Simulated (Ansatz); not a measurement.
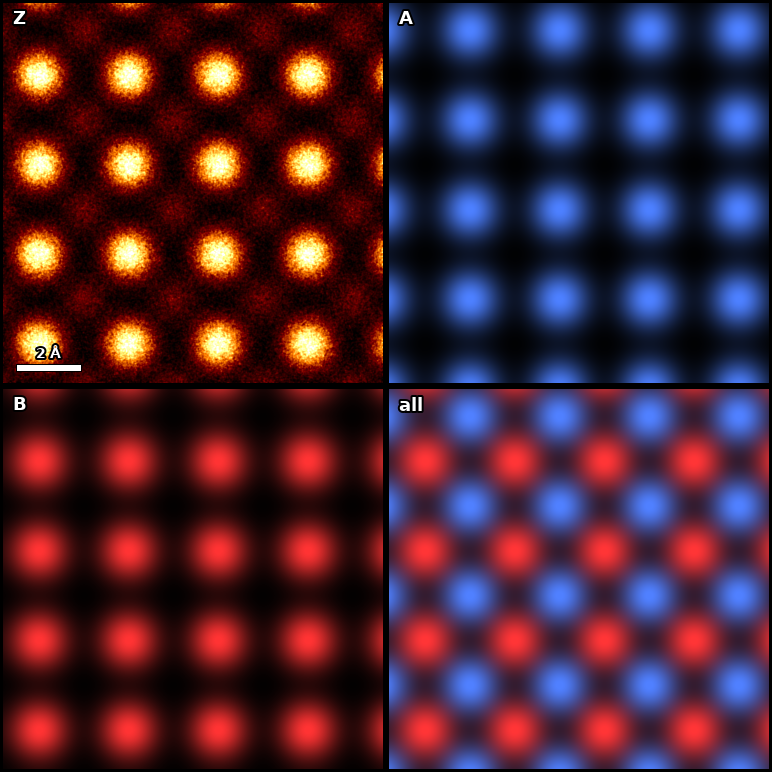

AlAs (F-43m, No. 216) along [001]. Panel Z: Simulated incoherent Z contrast: every atom adds Z^1.7 spread by a probe of 1.16 Å full width; channelling and multiple scattering are left out. Shot noise was added. The other panels are simulated element maps (the number of atoms of one element along the beam, blurred by 1.5 Å; each on its own scale, no channelling); the last overlays them. Model: a calculation's input that goes back to an entry of the Crystallography Open Database (an earlier step may have relaxed or displaced it).

```
Al As
1.0
     5.66080    0.00000    0.00000
     0.00000    5.66080    0.00000
     0.00000    0.00000    5.66080
Al As
4 4
Cartesian
  0.0000 0.0000 0.0000
  0.0000 2.8304 2.8304
  2.8304 0.0000 2.8304
  2.8304 2.8304 0.0000
  1.4152 1.4152 1.4152
  1.4152 4.2456 4.2456
  4.2456 1.4152 4.2456
  4.2456 4.2456 1.4152
```

> Which element does each lettered map show?

A: Al, B: As. The projected cell (2.83 × 2.83 Å, 90°) holds 2 columns: 1 of Al and 1 of As. No column is shared by two of the mapped elements.
